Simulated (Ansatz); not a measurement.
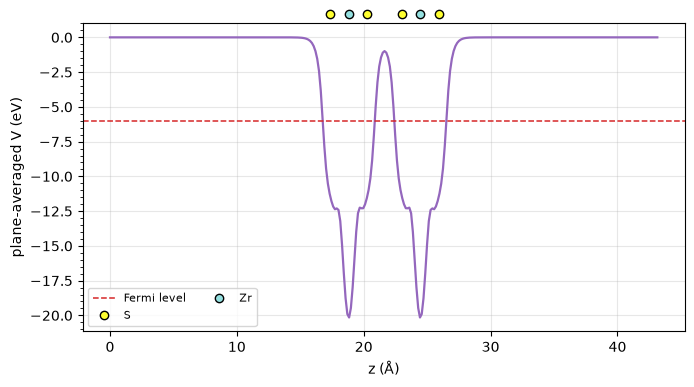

Figure. ZrS$_{2}$ (slab). Plane average of the electrostatic potential energy of an electron across the slab. Circles mark the heights of the atoms.

Theory: Ansatz 0.2.0, DFT LDA, scalar-relativistic, plane waves, PAW.

Core electrons are frozen (PAW), and the valence fields are smoothed inside the atomic spheres.

```cif
data_structure
_symmetry_space_group_name_H-M 'P 1'
_symmetry_Int_Tables_number 1
_cell_length_a 3.6011
_cell_length_b 3.6011
_cell_length_c 43.2818
_cell_angle_alpha 90.000
_cell_angle_beta 90.000
_cell_angle_gamma 120.000
_cell_volume 486.07
loop_
_atom_site_label
_atom_site_type_symbol
_atom_site_fract_x
_atom_site_fract_y
_atom_site_fract_z
_atom_site_occupancy
S1 S 0.66667 0.33333 0.40140 1
Zr1 Zr 0.00000 0.00000 0.43473 1
S2 S 0.33333 0.66667 0.46821 1
S3 S 0.66667 0.33333 0.53179 1
Zr2 Zr 0.00000 0.00000 0.56527 1
S4 S 0.33333 0.66667 0.59860 1
```

### How far above the Fermi level of the calculation is the vacuum level?

6.0 eV. The slab has a gap, so the Fermi level lies inside it and this isn't a work function in the metallic sense.

### How thick is the slab, and how wide the vacuum?

The outermost nuclei are 8.5 Å apart, in 6 atomic planes; the vacuum between periodic images is 34.7 Å wide.
